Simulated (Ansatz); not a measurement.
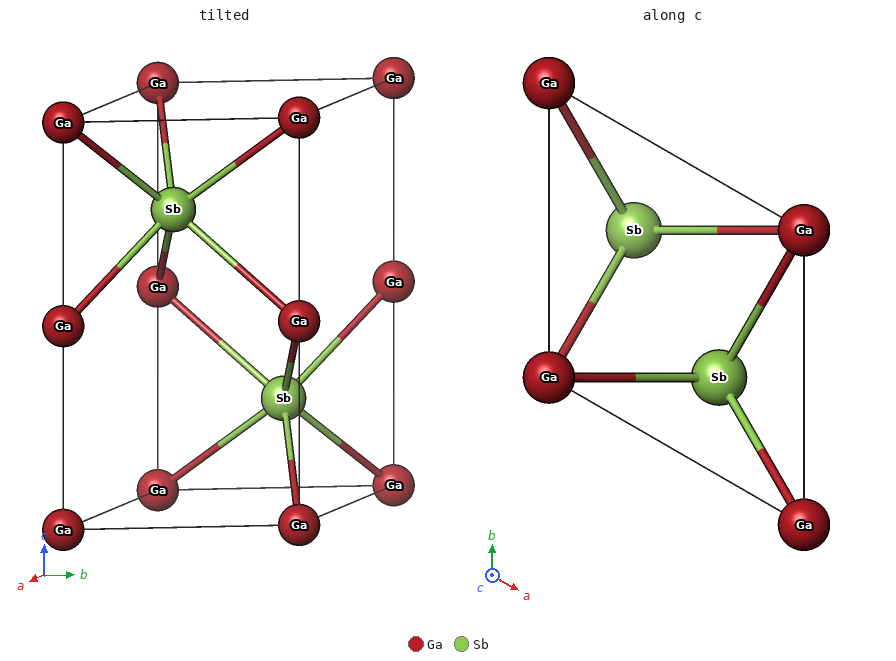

Shown here is a ball-and-stick view of the crystal, taken slightly off an axis and along the c axis. Thin lines show the conventional unit cell, with boundary atoms drawn in all their periodic places.

GaSb, space group P6_3/mmc (No. 194), a = 3.98 Å, b = 3.98 Å, c = 6.95 Å, α = 90.00°, β = 90.00°, γ = 120.00°.

Calculation details: Ansatz 0.2.0, DFT, PBE, plane waves, PAW; wavefunction cutoff 420 eV, k-grid 12×12×4, Fermi-Dirac smearing of 0.02 eV, no spin polarisation.

> How large a gap does the method give, if there is one?

A metal: bands cross the Fermi level.

> Which way would the volume go on relaxing?

The computed pressure is 1.8 GPa (compressed: it would expand).

The cell started as a structure type filled with these elements by a generator (whether the compound takes this form wasn't checked). Earlier steps of the study, as a rule a relaxation of our own, may have changed the cell and positions, so they can lie some per cent off the listed ones. Ansatz was used for an electronic-structure calculation on it.
